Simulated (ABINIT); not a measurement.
Run report: Ru, optical-spectrum calculation (part 2 of 2)

Continued. System: Ru (P6₃/mmc, 2 atoms in the cell). Method: Kohn-Sham DFT of a periodic cell, PBEsol, PseudoDojo NC SR PBEsol v0.4.1 standard, no spin polarisation (ABINIT 10.8.3); cutoff 1142.88 eV, 18×18×10 k-mesh, Gaussian smearing of 0.136 eV. The structure derives from an entry of the Crystallography Open Database.

Geometry of the input (Å; fractional positions):
```
2.6916  0.0000  0.0000
-1.3458  2.3310  0.0000
0.0000  0.0000  4.2527
Ru 0.6667  0.3333  0.7500
Ru 0.3333  0.6667  0.2500
```

## The program's output, continued
```
--- !ResultsGS
iteration_state: {dtset: 1, }
comment   : Summary of ground state results
lattice_vectors:
- [  5.0863265,   0.0000000,   0.0000000, ]
- [ -2.5431632,   4.4048879,   0.0000000, ]
- [  0.0000000,   0.0000000,   8.0364184, ]
lattice_lengths: [   5.08633,    5.08633,    8.03642, ]
lattice_angles: [ 90.000,  90.000, 120.000, ] # degrees, (23, 13, 12)
lattice_volume:   1.8005353E+02
convergence: {deltae: -2.274E-13, res2:  1.389E-13, residm:  1.536E-04, diffor: null, }
etotal    :  -2.02048726E+02
entropy   :   0.00000000E+00
fermie    :   6.59497907E-01
cartesian_stress_tensor: # hartree/bohr^3
- [ -8.98607999E-06,   1.69010050E-12,   0.00000000E+00, ]
- [  1.69010050E-12,  -8.98587210E-06,   0.00000000E+00, ]
- [  0.00000000E+00,   0.00000000E+00,   8.45319502E-06, ]
pressure_GPa:   9.3351E-02
xred      :
- [  6.6667E-01,   3.3333E-01,   7.5000E-01, Ru]
- [  3.3333E-01,   6.6667E-01,   2.5000E-01, Ru]
cartesian_forces: # hartree/bohr
- [  2.03285371E-26,   1.17366864E-26,  -6.54405043E-32, ]
- [ -2.03285371E-26,  -1.17366864E-26,   6.54405043E-32, ]
force_length_stats: {min:   2.34733728E-26, max:   2.34733728E-26, mean:   2.34733728E-26, }
...

 Integrated electronic density in atomic spheres:
 ------------------------------------------------
 Atom  Sphere_radius  Integrated_density
    1        2.00000         12.88690263
    2        2.00000         12.88690263
================================================================================

 ----iterations are completed or convergence reached----

 Mean square residual over all n,k,spin=   11.442E-08; max=  15.356E-05
 reduced coordinates (array xred) for    2 atoms
       0.666666666667      0.333333333333      0.750000000000
       0.333333333333      0.666666666667      0.250000000000
 rms dE/dt=  6.2926E-26; max dE/dt=  1.3786E-25; dE/dt below (all hartree)
    1      -0.000000000000      0.000000000000      0.000000000000
    2       0.000000000000      0.000000000000     -0.000000000000

 cartesian coordinates (angstrom) at end:
    1      1.34578402905670     0.77698876944456     3.18951708534199
    2     -0.00000000006573     1.55397753888912     1.06317236178066

 cartesian forces (hartree/bohr) at end:
    1      0.00000000000000     0.00000000000000    -0.00000000000000
    2     -0.00000000000000    -0.00000000000000     0.00000000000000
 frms,max,avg= 1.3552358E-26 2.0328537E-26   0.000E+00  0.000E+00  0.000E+00 h/b

 cartesian forces (eV/Angstrom) at end:
    1      0.00000000000000     0.00000000000000    -0.00000000000000
    2     -0.00000000000000    -0.00000000000000     0.00000000000000
 frms,max,avg= 6.9689027E-25 1.0453354E-24   0.000E+00  0.000E+00  0.000E+00 e/A
 length scales=  5.086326479200  5.086326469400  8.036418353600 bohr
              =  2.691568058179  2.691568052993  4.252689447123 angstroms
 Fermi (or HOMO) energy (hartree) =   0.65950   Average Vxc (hartree)=  -0.54575
 Eigenvalues (hartree) for nkpt= 185  k points:
 kpt#   1, nband= 20, wtk=  0.00062, kpt=  0.0000  0.0000  0.0500 (reduced coord)
  -2.02710   -2.01902   -0.94461   -0.90819   -0.90819   -0.90157   -0.90157   -0.90011
   0.36040    0.42530    0.56037    0.56037    0.56792    0.58657    0.58657    0.60836
   0.60836    0.70244    0.70495    0.70495
      occupation numbers for kpt#   1
   2.00000    2.00000    2.00000    2.00000    2.00000    2.00000    2.00000    2.00000
   2.00000    2.00000    2.00000    2.00000    2.00000    2.00000    2.00000    2.00000
   2.00000    0.00000    0.00000    0.00000
 prteigrs : prtvol=0 or 1, do not print more k-points.

--- !EnergyTerms
iteration_state     : {dtset: 1, }
comment             : Components of total free energy in Hartree
kinetic             :  6.51324232484991E+01
hartree             :  2.78731441007379E+01
xc                  : -3.39640590844175E+01
Ewald energy        : -1.64943390427232E+02
psp_core            :  7.19568685920959E+00
local_psp           : -1.18657780543842E+02
non_local_psp       :  1.53157890101865E+01
internal            : -2.02048186836858E+02
'-kT*entropy'       : -5.38861560659909E-04
total_energy        : -2.02048725698419E+02
total_energy_eV     : -5.49802591548795E+03
band_energy         : -1.05001596521537E+01
...

 Cartesian components of stress tensor (hartree/bohr^3)
  sigma(1 1)= -8.98607999E-06  sigma(3 2)=  0.00000000E+00
  sigma(2 2)= -8.98587210E-06  sigma(3 1)=  0.00000000E+00
  sigma(3 3)=  8.45319502E-06  sigma(2 1)=  1.69010050E-12

-Cartesian components of stress tensor (GPa)         [Pressure=  9.3351E-02 GPa]
- sigma(1 1)= -2.64379601E-01  sigma(3 2)=  0.00000000E+00
- sigma(2 2)= -2.64373485E-01  sigma(3 1)=  0.00000000E+00
- sigma(3 3)=  2.48701584E-01  sigma(2 1)=  4.97244735E-08

================================================================================
== DATASET  2 ==================================================================

--- !DatasetInfo
iteration_state: {dtset: 2, }
dimensions: {natom: 2, nkpt: 185, mband: 32, nsppol: 1, nspinor: 1, nspden: 1, mpw: 2388, }
cutoff_energies: {ecut:  42.0, pawecutdg:  -1.0, }
electrons: {nelect:   3.20000000E+01, charge:   0.00000000E+00, occopt:   7.00000000E+00, tsmear:   4.99790782E-03, }
meta: {optdriver: 0, ionmov: 0, optcell: 0, iscf: -3, paral_kgb: 0, }
...

 mkfilename : getden/=0, take file _DEN from output of DATASET   1.

 Real(R)+Recip(G) space primitive vectors, cartesian coordinates (Bohr,Bohr^-1):
 R(1)=  5.0863265  0.0000000  0.0000000  G(1)=  0.1966055  0.1135103  0.0000000
 R(2)= -2.5431632  4.4048879  0.0000000  G(2)=  0.0000000  0.2270205  0.0000000
 R(3)=  0.0000000  0.0000000  8.0364184  G(3)=  0.0000000  0.0000000  0.1244335
 Unit cell volume ucvol=  1.8005353E+02 bohr^3
 Angles (23,13,12)=  9.00000000E+01  9.00000000E+01  1.20000000E+02 degrees

 getcut: wavevector=  0.0000  0.0000  0.0000  ngfft=  30  30  48
         ecut(hartree)=     42.000   => boxcut(ratio)=   2.02325
--------------------------------------------------------------------------------

================================================================================

--- !BeginCycle
iteration_state: {dtset: 2, }
solver: {iscf: -3, nstep: 120, nline: 4, wfoptalg: 0, }
tolerances: {tolwfr: 1.00E-12, }
...

     iter   Etot(hartree)      deltaE(h)  residm     vres2
 Non-SCF case, kpt    1 (  0.00000  0.00000  0.05000), residuals and eigenvalues=
  1.08E-13  6.13E-13  1.39E-13  5.39E-13  3.03E-13  2.22E-13  8.73E-13  2.83E-13
  2.81E-13  2.61E-13  1.05E-13  1.46E-13  2.79E-13  2.07E-13  9.90E-14  2.05E-13
  3.07E-13  5.37E-14  5.14E-13  4.31E-13  1.95E-13  5.91E-13  1.85E-13  5.70E-13
  4.75E-13  3.57E-13  5.53E-13  6.32E-13  3.47E-13  2.15E-11  1.63E-09  9.83E-08
 -2.0271E+00 -2.0190E+00 -9.4461E-01 -9.0819E-01 -9.0819E-01 -9.0157E-01
 -9.0157E-01 -9.0011E-01  3.6040E-01  4.2530E-01  5.6037E-01  5.6037E-01
  5.6792E-01  5.8657E-01  5.8657E-01  6.0836E-01  6.0836E-01  7.0244E-01
  7.0495E-01  7.0495E-01  1.0506E+00  1.2094E+00  1.3136E+00  1.3292E+00
  1.4881E+00  1.4881E+00  1.5381E+00  1.5381E+00  1.5875E+00  1.6245E+00
  1.6245E+00  1.7708E+00
 prteigrs : prtvol=0 or 1, do not print more k-points.

--- !ResultsGS
iteration_state: {dtset: 2, }
comment   : Summary of ground state results
lattice_vectors:
- [  5.0863265,   0.0000000,   0.0000000, ]
- [ -2.5431632,   4.4048879,   0.0000000, ]
- [  0.0000000,   0.0000000,   8.0364184, ]
lattice_lengths: [   5.08633,    5.08633,    8.03642, ]
lattice_angles: [ 90.000,  90.000, 120.000, ] # degrees, (23, 13, 12)
lattice_volume:   1.8005353E+02
convergence: {deltae:  0.000E+00, res2:  0.000E+00, residm:  9.985E-13, diffor:  0.000E+00, }
etotal    :  -2.02048726E+02
entropy   :   0.00000000E+00
fermie    :   6.59497904E-01
cartesian_stress_tensor: null
pressure_GPa: null
xred      :
- [  6.6667E-01,   3.3333E-01,   7.5000E-01, Ru]
- [  3.3333E-01,   6.6667E-01,   2.5000E-01, Ru]
cartesian_forces: null
force_length_stats: {min: null, max: null, mean: null, }
...

 Integrated electronic density in atomic spheres:
 ------------------------------------------------
 Atom  Sphere_radius  Integrated_density
    1        2.00000         12.88690265
    2        2.00000         12.88690265
================================================================================

 ----iterations are completed or convergence reached----

 Mean square residual over all n,k,spin=   40.579E-14; max=  99.848E-14
 reduced coordinates (array xred) for    2 atoms
       0.666666666667      0.333333333333      0.750000000000
       0.333333333333      0.666666666667      0.250000000000

 cartesian coordinates (angstrom) at end:
    1      1.34578402905670     0.77698876944456     3.18951708534199
    2     -0.00000000006573     1.55397753888912     1.06317236178066
 length scales=  5.086326479200  5.086326469400  8.036418353600 bohr
              =  2.691568058179  2.691568052993  4.252689447123 angstroms
 Eigenvalues (hartree) for nkpt= 185  k points:
 kpt#   1, nband= 32, wtk=  0.00062, kpt=  0.0000  0.0000  0.0500 (reduced coord)
  -2.02710   -2.01902   -0.94461   -0.90819   -0.90819   -0.90157   -0.90157   -0.90011
   0.36040    0.42530    0.56037    0.56037    0.56792    0.58657    0.58657    0.60836
   0.60836    0.70244    0.70495    0.70495    1.05058    1.20938    1.31358    1.32918
   1.48807    1.48807    1.53815    1.53815    1.58754    1.62452    1.62452    1.77076
      occupation numbers for kpt#   1
   2.00000    2.00000    2.00000    2.00000    2.00000    2.00000    2.00000    2.00000
   2.00000    2.00000    2.00000    2.00000    2.00000    2.00000    2.00000    2.00000
   2.00000    0.00000    0.00000    0.00000    0.00000    0.00000    0.00000    0.00000
   0.00000    0.00000    0.00000    0.00000    0.00000    0.00000    0.00000    0.00000
 prteigrs : prtvol=0 or 1, do not print more k-points.

--- !EnergyTerms
iteration_state     : {dtset: 2, }
comment             : Components of total free energy in Hartree
kinetic             :  6.51324234523509E+01
hartree             :  2.78731441007379E+01
xc                  : -3.39640590844175E+01
Ewald energy        : -1.64943390427232E+02
psp_core            :  7.19568685920959E+00
local_psp           : -1.18657780543842E+02
non_local_psp       :  1.53157891324947E+01
internal            : -2.02048186510698E+02
'-kT*entropy'       : -5.38861562731935E-04
total_energy        : -2.02048725372261E+02
...

--- !EnergyTermsDC
iteration_state     : {dtset: 2, }
comment             : '"Double-counting" decomposition of free energy'
band_energy         : -1.05001597438177E+01
Ewald energy        : -1.64943390427232E+02
psp_core            :  7.19568685920959E+00
xc_dc               : -3.38003235240874E+01
internal            : -2.02048186835927E+02
'-kT*entropy'       : -5.38861562731935E-04
total_energy_dc     : -2.02048725697490E+02
...

================================================================================
== DATASET  3 ==================================================================

--- !DatasetInfo
iteration_state: {dtset: 3, }
dimensions: {natom: 2, nkpt: 185, mband: 28, nsppol: 1, nspinor: 1, nspden: 1, mpw: 2388, }
cutoff_energies: {ecut:  42.0, pawecutdg:  -1.0, }
electrons: {nelect:   3.20000000E+01, charge:   0.00000000E+00, occopt:   7.00000000E+00, tsmear:   4.99790782E-03, }
meta: {optdriver: 8, wfk_task: 7, }
...

 mkfilename : getwfk/=0, take file _WFK from output of DATASET   2.

--------------------------------------------------------------------------------

 Computation of velocity matrix elements (DDK)

 Parameters extracted from the Abinit header:
    ecut:     42.0
    nkpt:    3240
    mband:   32
    nsppol:  1
    nspinor: 1
    useylm:  0
    inclvkb: 2
    bmin: 1, bmax: 32
    Computing diagonal and off-diagonal matrix elements
    Between band index bmin: 1, bmax: 32

== END DATASET(S) ==============================================================
================================================================================

 -outvars: echo values of variables after computation  --------
            acell      5.0863264792E+00  5.0863264694E+00  8.0364183536E+00 Bohr
           etotal1    -2.0204872570E+02
           etotal2    -2.0204872570E+02
           etotal3     0.0000000000E+00
            fcart1     2.0328537107E-26  1.1736686402E-26 -6.5440504340E-32
                      -2.0328537107E-26 -1.1736686402E-26  6.5440504340E-32
            fcart3     0.0000000000E+00  0.0000000000E+00  0.0000000000E+00
                       0.0000000000E+00  0.0000000000E+00  0.0000000000E+00
            rprim      1.0000000000E+00  0.0000000000E+00  0.0000000000E+00
                      -5.0000000100E-01  8.6602540320E-01  0.0000000000E+00
                       0.0000000000E+00  0.0000000000E+00  1.0000000000E+00
           strten1    -8.9860799930E-06 -8.9858720994E-06  8.4531950245E-06
                       0.0000000000E+00  0.0000000000E+00  1.6901005032E-12
           strten3     0.0000000000E+00  0.0000000000E+00  0.0000000000E+00
                       0.0000000000E+00  0.0000000000E+00  0.0000000000E+00
           xangst      1.3457840291E+00  7.7698876944E-01  3.1895170853E+00
                      -6.5733329101E-11  1.5539775389E+00  1.0631723618E+00
             xred      6.6666666667E-01  3.3333333333E-01  7.5000000000E-01
                       3.3333333333E-01  6.6666666667E-01  2.5000000000E-01
 Calculation completed.
```

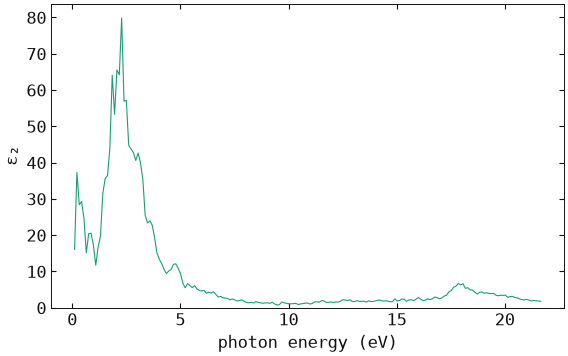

Figure 1. Imaginary part of the dielectric function (first component that the program prints). The highest peak, 79.8, lies at 2.29 eV.

## Results in brief

- outcome: converged
- space group (tolerance 0.01 Å): P6₃/mmc (194)
- electrons treated: 32
- free energy: −5498.0259 eV
- Fermi energy: 17.946 eV
- gap on the k-point mesh: none (metallic)
- pressure: 0.09 GPa
- largest force (length of the vector): under 0.001 eV/Å
- hardware: 4 threads of Intel Xeon (Sapphire Rapids), 16 GiB of memory available, shared host
- wall time: 2.5 min (CPU time 9.6 min)
- peak memory: 6.4 GiB

The record of the run, not the program, notes: Slow version without MPI-IO support. Processors send data to master. Points of doubt noted for this run: no intraband term.
